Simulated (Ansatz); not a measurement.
Geometry relaxation of CsPbCl3

- system: CsPbCl3 (5 atoms in the cell)
- method: DFT, PBEsol, plane waves, PAW, no spin polarisation (Ansatz 0.2.0)

The structure derives from an entry of the Crystallography Open Database. Figures and captions count atoms from 1; the log counts them from 0 in places.

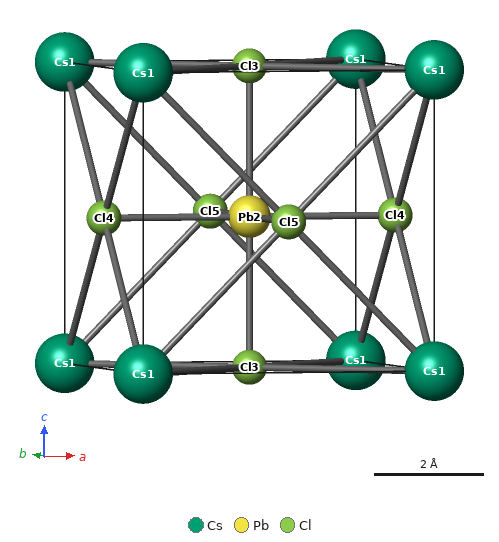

Figure 1. The starting structure (ball-and-stick view of the cell of the calculation, seen at an oblique angle; atoms are numbered from 1 in the order of the input).

The input
```yaml
crystal:
  lattice:
    - [5.577327, 0.0, 0.0]
    - [0.0, 5.577327, 0.0]
    - [0.0, 0.0, 5.577327]
  atoms:
    - { symbol: Cs, position: [0.0, 0.0, 0.0] }
    - { symbol: Pb, position: [0.5, 0.5, 0.5] }
    - { symbol: Cl, position: [0.5, 0.5, 0.0] }
    - { symbol: Cl, position: [0.0, 0.5, 0.5] }
    - { symbol: Cl, position: [0.5, 0.0, 0.5] }
  symmetry: { tolerance: 0.0003 }
kpoints:
  mp_grid: { grid: [3, 3, 3], shift: [0, 0, 0] }
magnetization:
  spin_polarized: false
scf:
  occupations: { method: fermi_dirac }
  mixing: { preconditioner: ldos }
hamiltonian:
  pseudopotentials: { kind: paw }
  xc: pbesol
basis:
  ecutwfc: 420
output:
  forces: true
  stress: true
  eigenvalues: true
relax:
  max_steps: 40
  cell: {}
```

Run on 1 thread of Arm Neoverse V1, 24 GiB of memory available, shared host.

Launch command:
```bash
ansatz run input.yaml --threads 1 --pin off --max-ram 2560MiB --backend cpu --events-out ev --progress --plain --runs-dir out
```

What the program printed
```
Engine: ansatz 0.2.0, aarch64-unknown-linux-gnu
Pseudopotentials: kind: paw
Pseudopotential: Cs, paw, valence charge 9, recommended cutoff 420 eV (normal), Cs.paw.azcp
Pseudopotential: Pb, paw, valence charge 14, recommended cutoff 420 eV (normal), Pb.paw.azcp
Pseudopotential: Cl, paw, valence charge 7, recommended cutoff 420 eV (normal), Cl.paw.azcp
Functional definition: PBEsol
  exchange = pbesol_x
  correlation = pbesol_c
Crystal: 5 atoms, lattice volume = 173.492 Å³
Basis set: ecut = 420 eV, 3407 PW (Γ), exchange–correlation on 80×80×80 points (8 copies of the dense FFT grid, shifted against one another)
Bands: 27, of which v1, the nominal top of the filled ones, is band 22 counted from 1 (21 counted from 0)
Symmetry: 48 space group operations
Space group: Pm-3m (ITA 221), of the structure as read, at distance tolerance 1.7e-3 Å
k-points: 4 of 27
Non-local potential: Cs, projectors of the file, l = 0: 3, l = 1: 2, l = 2: 2, l = 3: 2
Non-local potential: Pb, projectors of the file, l = 0: 2, l = 1: 2, l = 2: 2, l = 3: 2
Non-local potential: Cl, projectors of the file, l = 0: 2, l = 1: 2, l = 2: 2
PAW form: soft (Blöchl's): semilocal exchange-correlation on the pseudo side does not see the compensation charge
PAW frozen core: Cs, regenerated for the run's functional, and the local potential with it (the file was generated under x = pbe(κ = 0.804, μ = 0.2195149727645171), c = pbe(β = 0.06672455060314922))
PAW frozen core: Pb, regenerated for the run's functional, and the local potential with it (the file was generated under x = pbe(κ = 0.804, μ = 0.2195149727645171), c = pbe(β = 0.06672455060314922))
PAW frozen core: Cl, regenerated for the run's functional, and the local potential with it (the file was generated under x = pbe(κ = 0.804, μ = 0.2195149727645171), c = pbe(β = 0.06672455060314922))
PAW one-centre angular grid: Cs, 194 points (default); XC on 64 Gauss nodes
PAW one-centre angular grid: Pb, 590 points (default); XC on 64 Gauss nodes
PAW one-centre angular grid: Cl, 110 points (default); XC on 64 Gauss nodes
Initial density: superposition of atomic densities (neutral atoms: chi_scale 0, normalization atom), corrected by the library's trained network
Initial wavefunctions: pseudopotential atomic-orbital guess
Functional: x = pbesol(κ = 0.804, μ = 0.12345679012345678), c = pbesol(β = 0.046)
SCF iter   1: F=—  HF=-20530.738198 eV  |F-HF|=—  |Δ(HF+E_count)|=         —  Δρ=4.13e-3  dr2=4.42e-2  ethr=1.77e-3  ⟨swp⟩=6.5  Hψ=539  notcnv=0
SCF iter   2: F=—  HF=-20530.750636 eV  |F-HF|=—  |Δ(HF+E_count)|=   1.24e-2  Δρ=5.30e-3  dr2=7.72e-2  ethr=1.00e-4  ⟨swp⟩=2.2  Hψ=224  notcnv=0  defer=1
SCF iter   3: F=—  HF=-20530.724300 eV  |F-HF|=—  |Δ(HF+E_count)|=   2.63e-2  Δρ=4.90e-4  dr2=4.93e-4  ethr=1.00e-4  ⟨swp⟩=2.5  Hψ=184  notcnv=0  defer=1
SCF iter   4: F=—  HF=-20530.724132 eV  |F-HF|=—  |Δ(HF+E_count)|=   1.68e-4  Δρ=8.07e-5  dr2=9.97e-6  ethr=1.12e-6  ⟨swp⟩=2.0  Hψ=221  notcnv=0
SCF iter   5: F=—  HF=-20530.724119 eV  |F-HF|=—  |Δ(HF+E_count)|=   1.26e-5  Δρ=1.38e-5  dr2=2.94e-7  ethr=2.27e-8  ⟨swp⟩=3.2  Hψ=214  notcnv=0
SCF iter   6: F=-20530.724119 eV  HF=-20530.724119 eV  |F-HF|=4.65e-9  |Δ(HF+E_count)|=   3.79e-9  Δρ=1.81e-6  dr2=3.73e-9  ethr=2.27e-10  ⟨swp⟩=8.5  Hψ=516  notcnv=0
SCF 1 converged in 6 iterations: F = -20530.724119 eV  dr2 = 3.73e-9
  greatest PAW one-centre occupation: 0.982 electrons in one spin orbital (limit 2), on the Pb atom at site 1 (counted from 0), in its partial waves of l = 2
relax step   1: F+E_penalty+E_count = -20530.72411911 eV  Δ(F+E_penalty+E_count) = +0.000e0 eV  max|allowed force component| = 4.282e-29 eV/Å  Δτ_max = 0.0000 Å  P = +0.266 GPa  Ω = 173.492 Å³  (6 SCF iters, dr2 threshold 1.00e-7 eV, accepted)
Crystal: 5 atoms, lattice volume = 174.667 Å³
Initial density: handed on by an earlier stage of this run
Initial wavefunctions: those handed on with the density
iter 1 solved again at ethr=5.59e-7 eV; its pass at ethr=3.10e-3 eV (dr2=2.46e-4 eV) is discarded
SCF iter   1: F=—  HF=-20530.725453 eV  |F-HF|=—  |Δ(HF+E_count)|=         —  Δρ=1.72e-4  dr2=1.31e-4  ethr=5.59e-7  ⟨swp⟩=3.0  Hψ=639  notcnv=0
SCF iter   2: F=—  HF=-20530.725463 eV  |F-HF|=—  |Δ(HF+E_count)|=   1.08e-5  Δρ=2.59e-4  dr2=2.07e-4  ethr=2.97e-7  ⟨swp⟩=2.5  Hψ=199  notcnv=0
SCF iter   3: F=—  HF=-20530.725392 eV  |F-HF|=—  |Δ(HF+E_count)|=   7.13e-5  Δρ=4.89e-5  dr2=5.28e-6  ethr=2.97e-7  ⟨swp⟩=2.5  Hψ=185  notcnv=0
SCF iter   4: F=-20530.725390 eV  HF=-20530.725391 eV  |F-HF|=3.84e-8  |Δ(HF+E_count)|=   1.72e-6  Δρ=4.63e-6  dr2=5.19e-8  ethr=4.03e-10  ⟨swp⟩=5.5  Hψ=573  notcnv=0
SCF 2 converged in 4 iterations: F = -20530.725390 eV  dr2 = 5.19e-8
relax step   2: F+E_penalty+E_count = -20530.72539047 eV  Δ(F+E_penalty+E_count) = -1.271e-3 eV  max|allowed force component| = 1.089e-28 eV/Å  Δτ_max = 0.0000 Å  P = +0.091 GPa  Ω = 174.667 Å³  energy of the carried Pulay correction = -3.495e-5 eV  (4 SCF iters, dr2 threshold 1.78e-7 eV, accepted)
Crystal: 5 atoms, lattice volume = 175.280 Å³
iter 1 solved again at ethr=1.65e-7 eV; its pass at ethr=3.10e-3 eV (dr2=7.27e-5 eV) is discarded
SCF iter   1: F=—  HF=-20530.725586 eV  |F-HF|=—  |Δ(HF+E_count)|=         —  Δρ=8.96e-5  dr2=3.65e-5  ethr=1.65e-7  ⟨swp⟩=3.0  Hψ=646  notcnv=0
SCF iter   2: F=—  HF=-20530.725580 eV  |F-HF|=—  |Δ(HF+E_count)|=   6.75e-6  Δρ=1.37e-4  dr2=5.79e-5  ethr=8.30e-8  ⟨swp⟩=2.5  Hψ=200  notcnv=0
SCF iter   3: F=—  HF=-20530.725558 eV  |F-HF|=—  |Δ(HF+E_count)|=   2.22e-5  Δρ=2.57e-5  dr2=1.48e-6  ethr=8.30e-8  ⟨swp⟩=2.5  Hψ=186  notcnv=0
SCF iter   4: F=—  HF=-20530.725549 eV  |F-HF|=—  |Δ(HF+E_count)|=   8.32e-6  Δρ=2.62e-6  dr2=1.63e-8  ethr=4.68e-11  ⟨swp⟩=5.5  Hψ=592  notcnv=0
SCF iter   5: F=-20530.725549 eV  HF=-20530.725549 eV  |F-HF|=3.38e-10  |Δ(HF+E_count)|=   6.59e-9  Δρ=3.33e-7  dr2=1.39e-10  ethr=3.70e-11  ⟨swp⟩=3.0  Hψ=407  notcnv=0
SCF 3 converged in 5 iterations: F = -20530.725549 eV  dr2 = 1.39e-10
relax step   3: F+E_penalty+E_count = -20530.72554921 eV  Δ(F+E_penalty+E_count) = -1.587e-4 eV  max|allowed force component| = 3.090e-30 eV/Å  Δτ_max = 0.0000 Å  P = +0.002 GPa  Ω = 175.280 Å³  energy of the carried Pulay correction = -5.308e-5 eV  (5 SCF iters, dr2 threshold 2.06e-8 eV, accepted)
Initial wavefunctions: pseudopotential atomic-orbital guess (no wavefunctions were taken with the density)
iter 1 solved again at ethr=2.22e-7 eV; its pass at ethr=3.10e-3 eV (dr2=9.77e-5 eV) is discarded
SCF iter   1: F=—  HF=-20530.725626 eV  |F-HF|=—  |Δ(HF+E_count)|=         —  Δρ=6.32e-6  dr2=1.37e-8  ethr=2.22e-7  ⟨swp⟩=3.0  Hψ=853  notcnv=0
eigensolver tolerance schedule: the retry pair's looser diagonalisation over-reported the residual by 7109.02 of it (diagonalisation noise at 1.04 of the residual, at the tolerance the schedule requests for it); recorded, not acted on — ethr = c·dr2/N_el stays at c = 1.0e-1
SCF iter   2: F=—  HF=-20530.725598 eV  |F-HF|=—  |Δ(HF+E_count)|=   2.82e-5  Δρ=1.87e-6  dr2=4.10e-9  ethr=3.12e-11  ⟨swp⟩=3.5  Hψ=276  notcnv=0
SCF iter   3: F=—  HF=-20530.725598 eV  |F-HF|=—  |Δ(HF+E_count)|=   1.94e-9  Δρ=4.02e-7  dr2=2.07e-10  ethr=9.32e-12  ⟨swp⟩=2.0  Hψ=183  notcnv=0
SCF iter   4: F=-20530.725598 eV  HF=-20530.725598 eV  |F-HF|=2.91e-11  |Δ(HF+E_count)|=  1.31e-10  Δρ=8.32e-8  dr2=2.40e-11  ethr=1.00e-12  ⟨swp⟩=7.0  Hψ=517  notcnv=0
SCF 4 converged in 4 iterations: F = -20530.725598 eV  dr2 = 2.40e-11
relax step   4: F+E_penalty+E_count = -20530.72559791 eV  Δ(F+E_penalty+E_count) = -4.870e-5 eV  max|allowed force component| = 9.230e-30 eV/Å  Δτ_max = 0.0000 Å  P = +0.002 GPa  Ω = 175.280 Å³  stress off target by 2.01e-3 GPa  SCF on the basis re-selected at this cell (its energy is not comparable with the rows above)  (4 SCF iters)
```

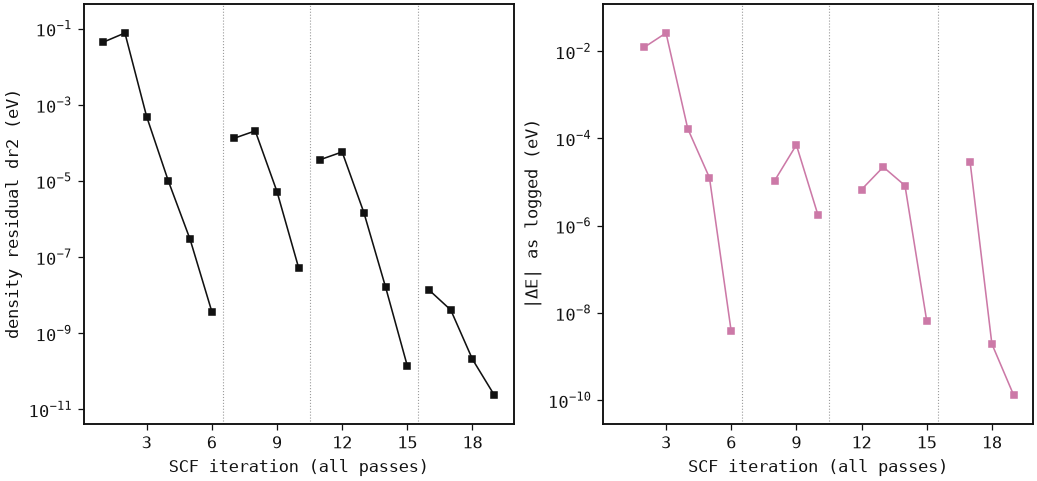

Figure 2. Convergence of the self-consistent field: density residual dr2 and size of the energy change against the SCF iteration. The dotted lines part the SCF passes of the relaxation: geometry steps, rejected trials and re-solves on a re-selected basis. The passes take 6, 4, 5 and 4 iterations.

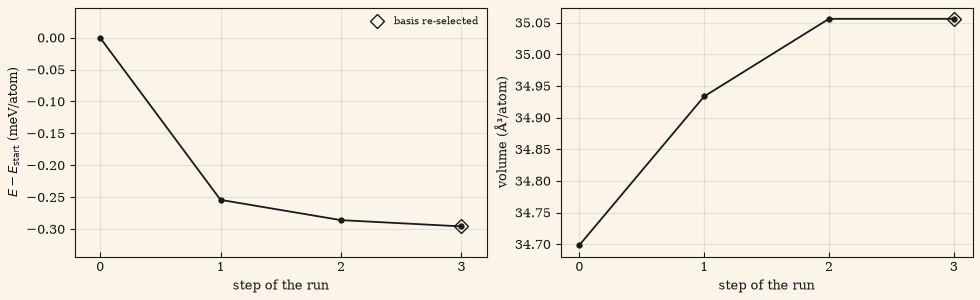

Figure 3. Progress of the relaxation, step by step (the first geometry is step 0 here and step 1 in the log). Over 2 geometry steps the energy falls by 0.3 meV per atom. All forces vanish by symmetry, so only the cell relaxes. The pressure goes from 0.27 to 0.00 GPa. The atoms keep their places relative to the cell (all moves are under 0.005 Å). The volume changes by +1.0 %, with a = b = c 5.577 → 5.596 Å (+0.3 %). Among the contacts that change: Cs1–Cl3 3.944 → 3.957 Å, Pb2–Cl3 2.789 → 2.798 Å. The space group stays Pm-3m (No. 221). A last SCF at the same geometry on a re-selected plane-wave basis shifts the energy by next to nothing (0.0 meV per atom). (Atoms are counted from 1 in the order of the input.)

```
basis re-selected at this cell: Δ(F+E_penalty+E_count) = -4.870e-5 eV, ΔP = +0.000 GPa vs the last step (what re-selecting the basis moved, of the pressure what is left beyond the Pulay correction that the steps carried, after the strain that the cell walked since its last selection, with what the two solves' SCF thresholds leave and, on support functions, any second-order correction that the steps lacked; it is no measure of the basis error at this ecutwfc). This SCF's stress stands 2.01e-3 GPa from its target on what of the cell is left free (relax.cell.stress_tol is 5.00e-2 GPa) and its largest allowed force component is 9.23e-30 eV/Å (relax.f_tol is 1.00e-2 eV/Å): within both
SCF converged after 4 iterations
Free energy (F): -20530.725598 eV
Harris-Foulkes:  -20530.725598 eV  (|F-HF|=2.91e-11)
Internal energy: -20530.725598 eV  (E = F + TS)
E sigma→0 (E₀):  -20530.725598 eV
Fermi energy:    4.814083 eV
--- Per-component energies (eV) ---
  E_band       = -236.082704
  E_kinetic    = 911.387864
  E_local      = -2663.815686  (includes V_loc(G=0)·N_el)
  E_nonlocal   = 470.230204
  E_hartree    = 1006.679112
  E_xc         = -710.369156
  E_vxc        = -623.577569  (∫ρ·V_xc dr)
  E_paw        = -17161.433480  (= ΣΔE_a)
  E_vpaw       = -343.665910  (= ΣTr[D̂ρ^β])
  E_aug_tail   = 0.000329  (compensation charges beyond the density's cutoff)
  E_ewald      = -2383.846358
  E_core_change = 0.441573  (= ΣΔE_core)
  E_smearing   = -0.000000  (= −TS)
  E_closure    = -0.000000  (closes the sum)
  Σ components = -20530.725598   (vs F -20530.725598, Δ=0.00e0)
--- Forces (eV/Å), atoms counted from 1 ---
  atom   1  Cs     0.00000000     0.00000000     0.00000000
  atom   2  Pb     0.00000000     0.00000000    -0.00000000
  atom   3  Cl    -0.00000000    -0.00000000     0.00000000
  atom   4  Cl    -0.00000000     0.00000000     0.00000000
  atom   5  Cl     0.00000000     0.00000000    -0.00000000
  max |Σ_I F_I| component: 1.70e-29 eV/Å
--- Stress (GPa, compression-positive) ---
        0.002014       0.000000       0.000000
        0.000000       0.002014       0.000000
        0.000000       0.000000       0.002014
  P = ⅓ Tr σ = 0.0020 GPa (0.020 kbar)
--- Band table (eV) ---
  k-point 0: bands = ["-17.2871", "-12.6984", "-12.6984", "-12.4300", "-12.4300", "-12.4300", "-11.1297", "-10.2144", "-10.2144", "-4.0704", "-4.0704", "-4.0704", "-2.5839", "-0.6887", "-0.6887", "-0.6887", "1.3944", "1.3944", "1.3944", "1.5049", "1.5049", "1.5049", "7.2647", "8.2471", "8.2471", "9.1419", "9.1419"]
  k-point 1: bands = ["-17.2854", "-12.6982", "-12.6152", "-12.4312", "-12.4312", "-12.4300", "-10.9856", "-10.5044", "-10.2128", "-4.0576", "-4.0527", "-4.0527", "-3.4030", "-0.6340", "-0.6340", "0.6689", "1.3038", "1.3180", "1.3180", "1.4195", "1.4195", "1.8603", "7.7312", "8.3749", "8.9044", "8.9974", "9.3189"]
  k-point 2: bands = ["-17.2839", "-12.6596", "-12.5617", "-12.4324", "-12.4312", "-12.4312", "-10.8792", "-10.5695", "-10.3858", "-4.0823", "-4.0678", "-4.0453", "-4.0391", "-0.5433", "0.5390", "0.6437", "1.0821", "1.2477", "1.2953", "1.3912", "1.6974", "2.3572", "7.3944", "7.4899", "8.9484", "9.0619", "9.3332"]
  k-point 3: bands = ["-17.2825", "-12.5616", "-12.5616", "-12.4324", "-12.4324", "-12.4324", "-10.8134", "-10.5657", "-10.5657", "-4.6240", "-4.1010", "-4.1010", "-4.0711", "0.6356", "0.6356", "0.7097", "0.9465", "0.9465", "1.6731", "1.6731", "1.7160", "2.7583", "6.9426", "6.9426", "7.1731", "9.0929", "9.7123"]
--- Relaxed structure (3 steps of the walk, 3 accepted, 1 SCFs on fresh bases) ---
  F+E_penalty+E_count = -20530.72559791 eV   max|allowed force component| = 9.230e-30 eV/Å   (the final SCF, on the basis selected at the relaxed cell)
  cell:  # Å, volume = 175.2799 Å³
    - [5.59642489150934, -6.319457630020618e-35, -1.6049416203226964e-34]
    - [-1.9158990592602191e-34, 5.59642489150934, 0.0]
    - [-9.62964972193618e-35, 0.0, 5.59642489150934]
  atoms:
    - { symbol: Cs, position: [3.812843762890469e-36, -2.517915693427565e-37, 1.0341439447813117e-37] }
    - { symbol: Pb, position: [0.5, 0.5, 0.5] }
    - { symbol: Cl, position: [0.5, 0.5, -9.891811651787977e-38] }
    - { symbol: Cl, position: [-1.2229876224597906e-36, 0.5, 0.5] }
    - { symbol: Cl, position: [0.5, 1.0791067252723659e-37, 0.5] }
```

Trajectory as extended XYZ (Å, eV, eV/Å), 4 frames, from step=1 to step=4
```
5
Lattice="5.5773 0.0000 0.0000 0.0000 5.5773 0.0000 0.0000 0.0000 5.5773" Properties=species:S:1:pos:R:3:forces:R:3 step=1 energy=-20530.72412 pressure_GPa=0.27
Cs    0.0000    0.0000    0.0000    0.0000   0.0000   0.0000
Pb    2.7887    2.7887    2.7887    0.0000   0.0000   0.0000
Cl    2.7887    2.7887    0.0000    0.0000   0.0000   0.0000
Cl    0.0000    2.7887    2.7887    0.0000   0.0000   0.0000
Cl    2.7887    0.0000    2.7887    0.0000   0.0000   0.0000
5
Lattice="5.5899 0.0000 0.0000 0.0000 5.5899 0.0000 0.0000 0.0000 5.5899" Properties=species:S:1:pos:R:3:forces:R:3 step=2 energy=-20530.72539 pressure_GPa=0.09
Cs    0.0000    0.0000    0.0000    0.0000   0.0000   0.0000
Pb    2.7949    2.7949    2.7949    0.0000   0.0000   0.0000
Cl    2.7949    2.7949    0.0000    0.0000   0.0000   0.0000
Cl    0.0000    2.7949    2.7949    0.0000   0.0000   0.0000
Cl    2.7949    0.0000    2.7949    0.0000   0.0000   0.0000
5
Lattice="5.5964 0.0000 0.0000 0.0000 5.5964 0.0000 0.0000 0.0000 5.5964" Properties=species:S:1:pos:R:3:forces:R:3 step=3 energy=-20530.72555 pressure_GPa=0.00
Cs    0.0000    0.0000    0.0000    0.0000   0.0000   0.0000
Pb    2.7982    2.7982    2.7982    0.0000   0.0000   0.0000
Cl    2.7982    2.7982    0.0000    0.0000   0.0000   0.0000
Cl    0.0000    2.7982    2.7982    0.0000   0.0000   0.0000
Cl    2.7982    0.0000    2.7982    0.0000   0.0000   0.0000
5
Lattice="5.5964 0.0000 0.0000 0.0000 5.5964 0.0000 0.0000 0.0000 5.5964" Properties=species:S:1:pos:R:3:forces:R:3 step=4 energy=-20530.72560 pressure_GPa=0.00
Cs    0.0000    0.0000    0.0000    0.0000   0.0000   0.0000
Pb    2.7982    2.7982    2.7982    0.0000   0.0000   0.0000
Cl    2.7982    2.7982    0.0000    0.0000   0.0000   0.0000
Cl    0.0000    2.7982    2.7982    0.0000   0.0000   0.0000
Cl    2.7982    0.0000    2.7982    0.0000   0.0000   0.0000
```

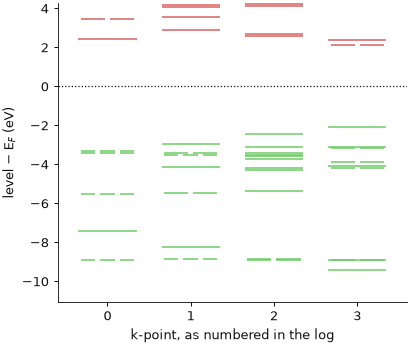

Figure 4. Kohn–Sham levels near the Fermi level (dotted) at the few k-points that the log prints; levels within 0.02 eV of each other stand side by side. Among these points the highest filled and lowest empty levels are 4.18 eV apart, which is the gap on the mesh.

Summary

- outcome: converged
- space group (tolerance 0.01 Å): Pm-3m (221)
- electrons treated: 44
- free energy: −20530.7256 eV
- Fermi energy: 4.814 eV
- gap on the k-point mesh: 4.18 eV
- pressure: 0.00 GPa
- final volume: 175.28 Å³
- largest force (length of the vector) at the end: under 0.001 eV/Å
- final cell: a = 5.596 Å, b = 5.596 Å, c = 5.596 Å, α = 90.00°, β = 90.00°, γ = 90.00°
- wall time: 7.9 s
- peak memory: 0.39 GiB

Remarks

Settings chosen away from the usual ones: scf.mixing.preconditioner set to ldos. Spin–orbit coupling is left out, which matters for Pb.
